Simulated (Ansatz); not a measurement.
Geometry relaxation of MgSi16 (charge +1) (part 2 of 2)

Continued. System: MgSi16 (defect cell, 17 atoms in the cell, total charge +1). Method: DFT PBE, scalar-relativistic, plane waves, PAW, spin-polarised (Ansatz 0.2.0); cutoff 420 eV, 2×2×2 k-mesh, Gaussian smearing of 0.01 eV, collinear spins. The structure derives from a Materials Project entry. It belongs to a series of runs on one base structure; here: Mg interstitial, charge +1, atoms relaxed at the host's cell.

Geometry of the input (Å; fractional positions):
```
0.0000  5.4701  -5.4701
5.4701  5.4701  0.0000
5.4701  0.0000  -5.4701
Si 0.1239  0.1323  0.1364
Si 0.1281  0.6070  0.1330
Si 0.6106  0.1263  0.1330
Si 0.6267  0.6241  0.1218
Si 0.1370  0.1237  0.6092
Si 0.1207  0.6241  0.6278
Si 0.6266  0.1182  0.6278
Si 0.6266  0.6240  0.6277
Si 0.2541  0.7364  0.2565
Si 0.2501  0.2475  0.2514
Si 0.7501  0.7440  0.2544
Si 0.7495  0.2522  0.2503
Si 0.2477  0.7461  0.7494
Si 0.2547  0.2428  0.7523
Si 0.7502  0.7476  0.7512
Si 0.7467  0.2532  0.7461
Mg 0.0006  -0.0031  0.0003
```

## Output, continued
```
--- Per-component energies (eV) ---
  E_band       = -255.338128
  E_kinetic    = 719.510654
  E_local      = -2499.066533  (includes V_loc(G=0)·N_el)
  E_nonlocal   = 506.186727
  E_hartree    = 930.802238
  E_xc         = -905.605513
  E_vxc        = -777.397802  (∫ρ·V_xc dr)
  E_paw        = -8496.260673  (= ΣΔE_a)
  E_vpaw       = -66.176469  (= ΣTr[D̂ρ^β])
  E_aug_tail   = 0.000101  (compensation charges beyond the density's cutoff)
  E_ewald      = -2356.040549
  E_smearing   = -0.000000  (= −TS)
  E_closure    = 0.000000  (closes the sum)
  E_deformation_potential = 13.044285  (in the stress; not in F)
  Σ components = -12100.473548   (vs F -12100.473548, Δ=0.00e0)
--- Forces (eV/Å), atoms counted from 1 ---
  atom   1  Si    -0.00467622    -0.00019799    -0.00198071
  atom   2  Si    -0.00002012     0.00181035     0.00194597
  atom   3  Si    -0.00139214     0.00158122     0.00107347
  atom   4  Si    -0.00298454    -0.00060020     0.00473124
  atom   5  Si    -0.00100538    -0.00195927    -0.00149922
  atom   6  Si     0.00239512    -0.00340738     0.00552486
  atom   7  Si    -0.00360655    -0.00694437     0.00025600
  atom   8  Si     0.00165112    -0.00376545    -0.00094770
  atom   9  Si     0.00444241     0.00274984    -0.00306320
  atom  10  Si     0.00305627    -0.00573079     0.00008894
  atom  11  Si    -0.00581488    -0.00015096    -0.00038287
  atom  12  Si     0.00293742     0.00516277    -0.00578152
  atom  13  Si     0.00037605     0.00132188    -0.00382616
  atom  14  Si     0.00105201     0.00303815     0.00312997
  atom  15  Si    -0.00005478     0.00554188    -0.00372452
  atom  16  Si     0.00035605     0.00280456     0.00196868
  atom  17  Mg     0.00328085    -0.00124795     0.00247952
  max |Σ_I F_I| component: 7.31e-6 eV/Å
--- Charged-cell corrections in eV (Makov–Payne, q = +1.000 e, ε = 12.982) ---
  F (periodic)     = -12100.473548  (uncorrected; the corrections below are reported, never added to it)
  E_corr1          = +0.232419  (monopole, q²α_M/2εL)
  F Makov-Payne    = -12100.241129  (F + E_corr1; no measured alignment; for a localised charge, not one spread in a band: unchecked)
  no potential alignment in this run, which stands beside a crystal: run the host's input off ansatz write-host-input, and read the two finished runs by ansatz place-levels (neither reads a slab, a wire or a sheet, whose cell leaves a vacuum)
--- Band table (eV; the first three rows and the last of 16) ---
  k-point 0 ↑: bands = ["-69.3459", "-36.1088", "-36.1087", "-36.1086", "-5.4234", "-3.1993", "-3.0586", "-3.0580", "-3.0573", "-1.6277", "-1.3127", "-1.3122", "-1.3118", "-1.1802", "-1.1800", "-0.5942", "-0.3599", "-0.3590", "-0.3585", "3.3725", "3.3729", "3.3734", "3.8219", "3.8223", "3.8227", "5.1454", "5.1462", "5.1466", "5.2481", "5.2483", "5.4432", "5.4438", "5.4446", "6.4861", "6.4878", "6.4884", "6.5852", "7.0667", "7.0669", "7.0674", "7.2263", "7.2271", "7.9157", "7.9159", "7.9161", "7.9397", "8.7389", "8.7394", "8.7402", "9.6014", "9.6092", "9.6095", "9.6103", "9.6423", "9.6424"]
  k-point 1 ↑: bands = ["-69.3459", "-36.1088", "-36.1087", "-36.1086", "-4.7554", "-4.4984", "-2.9602", "-2.7859", "-2.7841", "-2.6158", "-2.5359", "-2.5349", "-0.2168", "0.1000", "0.1009", "0.1711", "0.2737", "0.2749", "2.2159", "2.5400", "2.7425", "2.8895", "2.8912", "3.0929", "3.0942", "3.1632", "3.9937", "3.9944", "4.3759", "4.3762", "4.4384", "4.4784", "5.6403", "5.6418", "5.8135", "5.8150", "7.4231", "7.7667", "7.7920", "7.7937", "8.1272", "8.1289", "8.3980", "8.5034", "9.5792", "9.5800", "10.0858", "10.0876", "10.3468", "10.7272", "10.7588", "10.7600", "10.9454", "10.9464", "11.8129"]
  k-point 2 ↑: bands = ["-69.3459", "-36.1088", "-36.1087", "-36.1086", "-4.7553", "-4.4985", "-2.9606", "-2.7858", "-2.7840", "-2.6158", "-2.5354", "-2.5350", "-0.2163", "0.1000", "0.1007", "0.1704", "0.2735", "0.2752", "2.2149", "2.5402", "2.7428", "2.8898", "2.8908", "3.0937", "3.0939", "3.1634", "3.9939", "3.9952", "4.3750", "4.3762", "4.4382", "4.4788", "5.6406", "5.6418", "5.8132", "5.8150", "7.4242", "7.7656", "7.7921", "7.7924", "8.1282", "8.1288", "8.3978", "8.5031", "9.5788", "9.5801", "10.0859", "10.0875", "10.3463", "10.7280", "10.7589", "10.7604", "10.9455", "10.9457", "11.8134"]
  k-point 7 ↓: bands = ["-69.3459", "-36.1088", "-36.1087", "-36.1086", "-4.7555", "-4.4980", "-2.9603", "-2.7858", "-2.7847", "-2.6164", "-2.5353", "-2.5350", "-0.2156", "0.1001", "0.1008", "0.1704", "0.2749", "0.2756", "2.2151", "2.5394", "2.7418", "2.8893", "2.8902", "3.0925", "3.0932", "3.1620", "3.9937", "3.9952", "4.3756", "4.3768", "4.4383", "4.4798", "5.6409", "5.6416", "5.8144", "5.8152", "7.4250", "7.7655", "7.7907", "7.7925", "8.1294", "8.1304", "8.3978", "8.5037", "9.5791", "9.5794", "10.0871", "10.0876", "10.3457", "10.7278", "10.7586", "10.7606", "10.9448", "10.9458", "11.8130"]
--- Relaxed structure (4 steps of the walk, 4 accepted, 0 SCFs on fresh bases) ---
  F+E_penalty+E_count = -12100.47354830 eV   max|allowed force component| = 6.945e-3 eV/Å
  atoms:
    - { symbol: Si, position: [0.12935729375641739, 0.12622894553271766, 0.1313133789003206] }
    - { symbol: Si, position: [0.1295865383558761, 0.6086172856078015, 0.1309990572367217] }
    - { symbol: Si, position: [0.612153433202592, 0.1261966503410823, 0.13097771501259284] }
    - { symbol: Si, position: [0.6262663129076729, 0.623023989064702, 0.1234539004698259] }
    - { symbol: Si, position: [0.1297827249545755, 0.12642828219878782, 0.6133016230788526] }
    - { symbol: Si, position: [0.12183929077664374, 0.6228507547760463, 0.6278702599714341] }
    - { symbol: Si, position: [0.6264686655369255, 0.11852798305632939, 0.6278334606013835] }
    - { symbol: Si, position: [0.6263199550083686, 0.6230916825554731, 0.6278738377566894] }
    - { symbol: Si, position: [0.25429082396119346, 0.7425636051555506, 0.25589035736926663] }
    - { symbol: Si, position: [0.2503875823698204, 0.24684624305590985, 0.2514684484226898] }
    - { symbol: Si, position: [0.7460095222144045, 0.7427184769652434, 0.2559752011933057] }
    - { symbol: Si, position: [0.7458198724565714, 0.25105481403714913, 0.25586895926486464] }
    - { symbol: Si, position: [0.25434068308133306, 0.7428000809641544, 0.7473372010554644] }
    - { symbol: Si, position: [0.2544974124586865, 0.2508922475559163, 0.7477136241755731] }
    - { symbol: Si, position: [0.7501490009120327, 0.7468785399302378, 0.7518268262982056] }
    - { symbol: Si, position: [0.7462108036948845, 0.25110762610268134, 0.747423898447334] }
    - { symbol: Mg, position: [0.0004582236520022354, -0.0032382722997819713, 0.0014928620454756694] }
--- Löwdin populations: 17 sites ---
  site symbol       q [e]    m [muB]
     0     Si      4.0839    -0.0000
     1     Si      4.0839     0.0000
     2     Si      4.0837     0.0000
     3     Si      3.9127    -0.0000
     4     Si      4.0837     0.0000
     5     Si      3.9127     0.0000
     6     Si      3.9127     0.0000
     7     Si      3.9126    -0.0000
     8     Si      3.9976    -0.0000
     9     Si      3.8481    -0.0000
    10     Si      3.9972    -0.0000
    11     Si      3.9970    -0.0000
    12     Si      3.9977     0.0000
    13     Si      3.9977    -0.0000
    14     Si      3.9349     0.0000
    15     Si      3.9975    -0.0000
    16     Mg      8.4223    -0.0000
  spilling = 0.011289 (of n_electrons = 73.000000)
```

## File populations.tsv
```
# site	symbol	l	j	q_up	q_dn
# orbitals = lowdin
# n_electrons = 73.000000
# spilling = 0.011289
0	Si	0_3S	-	0.607783	0.607783
0	Si	1_3P	-	1.434181	1.434181
1	Si	0_3S	-	0.607770	0.607770
1	Si	1_3P	-	1.434183	1.434183
2	Si	0_3S	-	0.607566	0.607566
2	Si	1_3P	-	1.434264	1.434264
3	Si	0_3S	-	0.585773	0.585773
3	Si	1_3P	-	1.370570	1.370570
4	Si	0_3S	-	0.607822	0.607822
4	Si	1_3P	-	1.434053	1.434053
5	Si	0_3S	-	0.585794	0.585794
5	Si	1_3P	-	1.370537	1.370536
6	Si	0_3S	-	0.585758	0.585758
6	Si	1_3P	-	1.370567	1.370567
7	Si	0_3S	-	0.585731	0.585731
7	Si	1_3P	-	1.370574	1.370574
8	Si	0_3S	-	0.591055	0.591055
8	Si	1_3P	-	1.407763	1.407763
9	Si	0_3S	-	0.564018	0.564018
9	Si	1_3P	-	1.360011	1.360011
10	Si	0_3S	-	0.590896	0.590896
10	Si	1_3P	-	1.407698	1.407698
11	Si	0_3S	-	0.590886	0.590886
11	Si	1_3P	-	1.407626	1.407626
12	Si	0_3S	-	0.591063	0.591063
12	Si	1_3P	-	1.407804	1.407804
13	Si	0_3S	-	0.591031	0.591031
13	Si	1_3P	-	1.407822	1.407822
14	Si	0_3S	-	0.577186	0.577186
14	Si	1_3P	-	1.390268	1.390268
15	Si	0_3S	-	0.590967	0.590967
15	Si	1_3P	-	1.407769	1.407770
16	Mg	0_2S	-	0.994311	0.994311
16	Mg	0_3S	-	0.217136	0.217136
16	Mg	1_2P	-	2.999709	2.999709
```

## Trajectory as extended XYZ (Å, eV, eV/Å), 4 frames, from step=1 to step=4
```
17
Lattice="0.0000 5.4701 -5.4701 5.4701 5.4701 0.0000 5.4701 0.0000 -5.4701" Properties=species:S:1:pos:R:3:forces:R:3 step=1 energy=-12100.34932
Si    1.4701    1.4016   -1.4242   -1.0067  -0.4471   0.0253
Si    4.0474    4.0211   -1.4283    0.0075   0.2185   0.1399
Si    1.4186    4.0312   -4.0679   -0.2784   0.3302  -0.0347
Si    4.0800    6.8418   -4.0943    0.1099   0.0441  -0.0990
Si    4.0092    1.4257   -4.0817    0.5509  -0.4355   0.0403
Si    6.8477    4.0742   -4.0944   -0.3530  -0.3318  -0.2448
Si    4.0807    4.0745   -6.8617   -0.0545   0.2170   0.0833
Si    6.8472    6.8413   -6.8615    0.1531  -0.1361   0.2386
Si    5.4315    5.4180   -2.7931    0.4302   0.3940   0.0787
Si    2.7292    2.7223   -2.7436   -0.0201   0.1805  -0.0910
Si    5.4615    8.1728   -5.4944    0.0595  -0.4667   0.1868
Si    2.7488    5.4797   -5.4690    0.5384  -0.3807   0.0084
Si    8.1805    5.4362   -5.4538   -0.4890   0.1788  -0.3546
Si    5.4434    2.7213   -5.5084    0.4327   0.5561   0.2048
Si    8.1988    8.1931   -8.2126   -0.0099   0.0169   0.0208
Si    5.4665    5.4695   -8.1659   -0.1748  -0.0689  -0.1412
Mg   -0.0153   -0.0136   -0.0046    0.1041   0.1307  -0.0618
17
Lattice="0.0000 5.4701 -5.4701 5.4701 5.4701 0.0000 5.4701 0.0000 -5.4701" Properties=species:S:1:pos:R:3:forces:R:3 step=2 energy=-12100.46710
Si    1.4261    1.3872   -1.4168   -0.1610   0.0201  -0.0919
Si    4.0503    4.0328   -1.4230   -0.0979  -0.0125   0.0092
Si    1.4045    4.0448   -4.0701    0.0197  -0.0386   0.0627
Si    4.0875    6.8343   -4.0901    0.0496   0.0131  -0.0537
Si    4.0327    1.4119   -4.0813    0.0554  -0.0181   0.1250
Si    6.8404    4.0684   -4.0973   -0.0368  -0.0417  -0.0468
Si    4.0858    4.0777   -6.8657   -0.0289   0.0541   0.0541
Si    6.8438    6.8338   -6.8688    0.0165  -0.0319   0.1048
Si    5.4613    5.4389   -2.7871    0.0531   0.1142   0.0481
Si    2.7191    2.7189   -2.7430    0.0267   0.0767  -0.0418
Si    5.4646    8.1422   -5.4855    0.0040  -0.0259   0.0566
Si    2.7784    5.4601   -5.4740    0.0673  -0.1106   0.0221
Si    8.1464    5.4501   -5.4713   -0.0083   0.0203  -0.1502
Si    5.4632    2.7630   -5.4915    0.0552   0.0177   0.0261
Si    8.1998    8.1919   -8.2134    0.0110  -0.0208  -0.0109
Si    5.4562    5.4638   -8.1736   -0.0250   0.0060  -0.0931
Mg   -0.0146   -0.0090   -0.0070   -0.0007  -0.0224  -0.0203
17
Lattice="0.0000 5.4701 -5.4701 5.4701 5.4701 0.0000 5.4701 0.0000 -5.4701" Properties=species:S:1:pos:R:3:forces:R:3 step=3 energy=-12100.47355
Si    1.4088    1.3981   -1.4259   -0.0047  -0.0002  -0.0020
Si    4.0458    4.0380   -1.4254    0.0000   0.0018   0.0019
Si    1.4068    4.0388   -4.0650   -0.0014   0.0016   0.0011
Si    4.0833    6.8337   -4.1010   -0.0030  -0.0006   0.0047
Si    4.0464    1.4015   -4.0647   -0.0010  -0.0019  -0.0015
Si    6.8416    4.0735   -4.1010    0.0024  -0.0034   0.0055
Si    4.0827    4.0752   -6.8612   -0.0036  -0.0069   0.0003
Si    6.8429    6.8344   -6.8606    0.0016  -0.0038  -0.0010
Si    5.4616    5.4529   -2.7907    0.0044   0.0027  -0.0031
Si    2.7258    2.7199   -2.7452    0.0031  -0.0057   0.0001
Si    5.4629    8.1435   -5.4809   -0.0058  -0.0002  -0.0004
Si    2.7729    5.4530   -5.4793    0.0029   0.0052  -0.0058
Si    8.1512    5.4545   -5.4793    0.0004   0.0013  -0.0038
Si    5.4625    2.7645   -5.4822    0.0011   0.0030   0.0031
Si    8.1981    8.1889   -8.2159   -0.0001   0.0055  -0.0037
Si    5.4621    5.4554   -8.1703    0.0004   0.0028   0.0020
Mg   -0.0095   -0.0152   -0.0107    0.0033  -0.0012   0.0025
17
Lattice="0.0000 5.4701 -5.4701 5.4701 5.4701 0.0000 5.4701 0.0000 -5.4701" Properties=species:S:1:pos:R:3:forces:R:3 step=4 energy=-12100.47355
Si    1.4088    1.3981   -1.4259   -0.0047  -0.0002  -0.0020
Si    4.0458    4.0380   -1.4254    0.0000   0.0018   0.0019
Si    1.4068    4.0388   -4.0650   -0.0014   0.0016   0.0011
Si    4.0833    6.8337   -4.1010   -0.0030  -0.0006   0.0047
Si    4.0464    1.4015   -4.0647   -0.0010  -0.0020  -0.0015
Si    6.8416    4.0735   -4.1010    0.0024  -0.0034   0.0055
Si    4.0827    4.0752   -6.8612   -0.0036  -0.0069   0.0003
Si    6.8429    6.8344   -6.8606    0.0017  -0.0038  -0.0009
Si    5.4616    5.4529   -2.7907    0.0044   0.0027  -0.0031
Si    2.7258    2.7199   -2.7452    0.0031  -0.0057   0.0001
Si    5.4629    8.1435   -5.4809   -0.0058  -0.0002  -0.0004
Si    2.7729    5.4530   -5.4793    0.0029   0.0052  -0.0058
Si    8.1512    5.4545   -5.4793    0.0004   0.0013  -0.0038
Si    5.4625    2.7645   -5.4822    0.0011   0.0030   0.0031
Si    8.1981    8.1889   -8.2159   -0.0001   0.0055  -0.0037
Si    5.4621    5.4554   -8.1703    0.0004   0.0028   0.0020
Mg   -0.0095   -0.0152   -0.0107    0.0033  -0.0012   0.0025
```

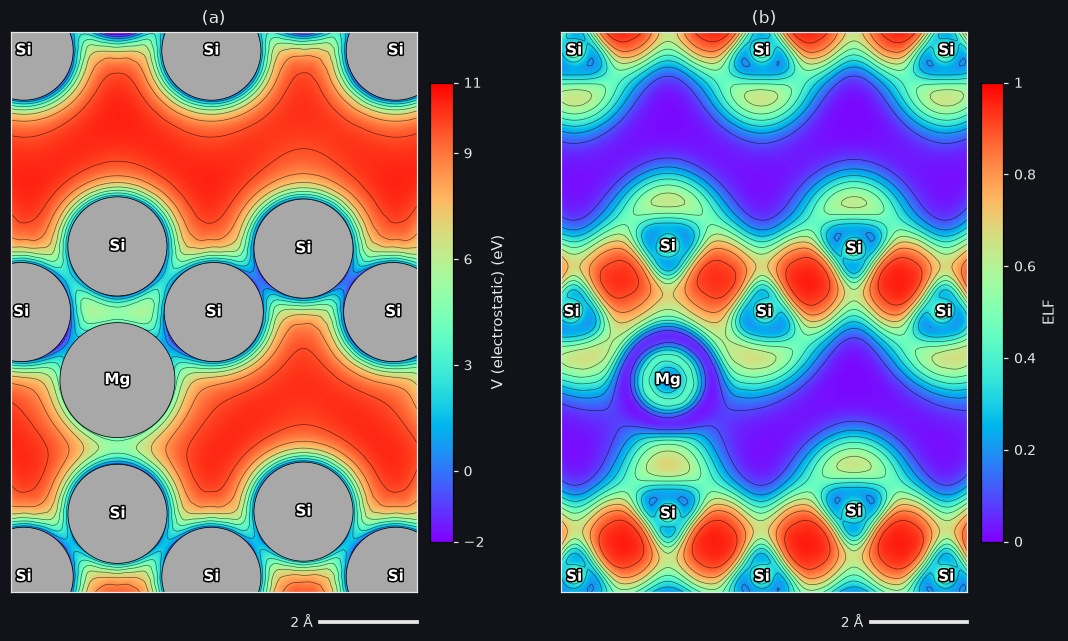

(a) electrostatic potential (local pseudopotential plus Hartree) felt by an electron; (b) electron localisation function on the (101̄) plane of the calculation cell. Grey discs, where drawn, cover atomic cores. The plane passes through Si and Mg nuclei. Si–Si (2.29 Å): the ELF peaks at about 0.95 between the atoms (a covalent bond). Mg–Si (2.45 Å): the ELF is about 0.50 at the midpoint. Si–Si (2.35 Å): the ELF peaks at about 0.95 between the atoms (a covalent bond). Mg–Si (2.78 Å): the ELF is about 0.55 at the midpoint. Outside the cores the potential energy rises away from the atoms and is highest about 2.4 Å from the nearest atoms; outside the discs it spans about 12 eV, and its zero is arbitrary. Core electrons are frozen (PAW), so the fields are smoothed inside the atomic spheres.

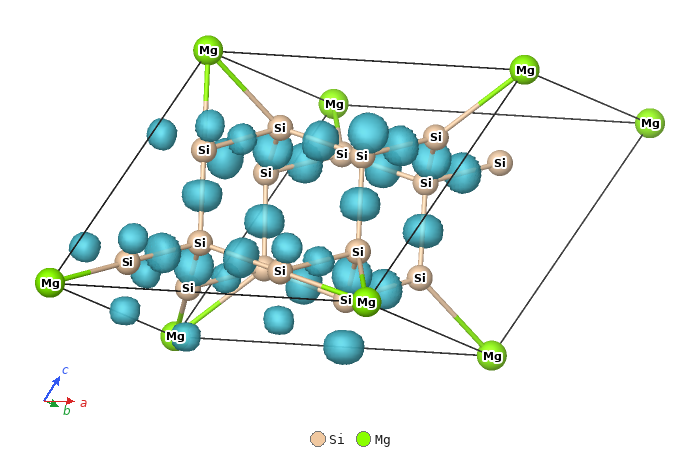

Isosurface of the ELF at 0.9 (cyan), seen at an oblique angle. Only the valence region is drawn (cores and ρ < 0.01 e/Å³ removed). Sticks mark near contacts. The outline is the calculation cell. Along the contacts the grid gives the following. Si–Si (2.28 Å): the ELF peaks at about 0.95 between the atoms, which marks a covalent bond. Mg–Si (2.45 Å): the ELF is about 0.50 at the midpoint.

## Key numbers

```json
{"quantity": "outcome", "value": "converged"}
{"quantity": "electrons treated", "value": "73"}
{"quantity": "free energy", "value": "−12100.4735 eV"}
{"quantity": "Fermi energy", "value": "7.147 eV"}
{"quantity": "gap on the k-point mesh", "value": "0.16 eV"}
{"quantity": "net moment of the cell", "value": "0.00 μB"}
{"quantity": "integrated absolute moment", "value": "0.00 μB"}
{"quantity": "final volume", "value": "327.35 Å³"}
{"quantity": "largest force (length of the vector) at the end", "value": "0.008 eV/Å"}
{"quantity": "hardware", "value": "4 threads of Intel Xeon @ 2.10GHz (Emerald Rapids), 189 GiB of memory available, shared host"}
{"quantity": "wall time", "value": "35 s (CPU time 100 s)"}
{"quantity": "peak memory", "value": "0.97 GiB"}
```

The program warns: some starting moments were not kept. The k-point mesh is coarse for a cell of this size, so the results may not be converged.
